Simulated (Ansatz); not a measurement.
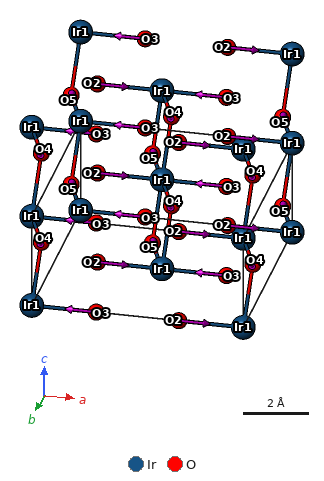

This is a relaxation of solid IrO4 (a generated structure, set up in Cmmm) (coarse preliminary run). The starting structure is drawn; purple arrows show the displacements (the part carried along by the change of the cell is left out), magnified 3 times.

A ball-and-stick model of the conventional cell (2 times the calculation's cell), repeated 1 × 1 × 2 with one cell outlined, seen from a free direction. Lengths and directions refer to the drawn axes.

Computed with DFT PBE, scalar-relativistic, plane waves, PAW (Ansatz).

Input
```yaml
crystal:
  lattice:
    - [3.37821507, -3.37821507, 0.0]
    - [3.37821507, 3.37821507, 0.0]
    - [0.0, 0.0, 3.10538642]
  atoms:
    - { symbol: Ir, position: [0.0, 0.0, 0.0], spin: 1.0 }
    - { symbol: O, position: [0.695, 0.305, 0.0] }
    - { symbol: O, position: [0.305, 0.695, 0.0] }
    - { symbol: O, position: [0.805, 0.805, 0.5] }
    - { symbol: O, position: [0.195, 0.195, 0.5] }
basis:
  ecutwfc: 420
kpoints:
  mp_grid: { grid: [4, 4, 6] }
hamiltonian:
  xc: pbe
scf:
  occupations: { method: gaussian, width: 0.1 }
  lower_state_search: "off"
output:
  forces: true
  stress: true
  eigenvalues: true
  populations: true
magnetization:
  spin_polarized: true
relax:
  adjacent_minimum: "off"
  f_tol: 0.04
  max_steps: 70
  cell: { stress_tol: 0.4 }
```

Launched with:
```bash
ansatz run input.yaml --threads 1 --pin off --max-ram 2560MiB --backend cpu --events-out ev --progress --plain --runs-dir out
```

Q: Describe the change and its energy.

A: The largest moves relative to the cell, 0.35 Å, are those of O2 and O3. O2 goes along +a. Ir stays in place. The drawn cell changes as follows: a 6.756 → 6.904 Å (+2.2 %), b 6.756 → 6.913 Å (+2.3 %), c 3.105 → 3.064 Å (−1.3 %); the volume changes by +3.1 %. Among the contacts that change: Ir1–O2 2.061 → 1.759 Å, Ir1–O4 2.036 → 1.968 Å. Among the angles between lasting bonds that change: O4–Ir1–O5 80.6° → 77.8°, O4–Ir1–O4 99.4° → 102.2°, Ir1–O4–Ir1 99.4° → 102.2°. The space group stays Cmmm (No. 65). After 6 accepted moves (8 points after the start) the energy has fallen by 424 meV per atom. Largest force component: 3.1 eV/Å at the start, 0.025 eV/Å at the end. The pressure goes from −18.21 to 0.21 GPa. The line search rejected the trial step at point 2 of the run. At 1 point the geometry stayed and the basis and grid were re-selected for the new cell (energy shift of 2.9 meV per atom at most each time). The program noted that the starting moments weren't kept. The run may lie on a higher electronic state than the lowest, so the end point isn't shown to be the ground-state structure.
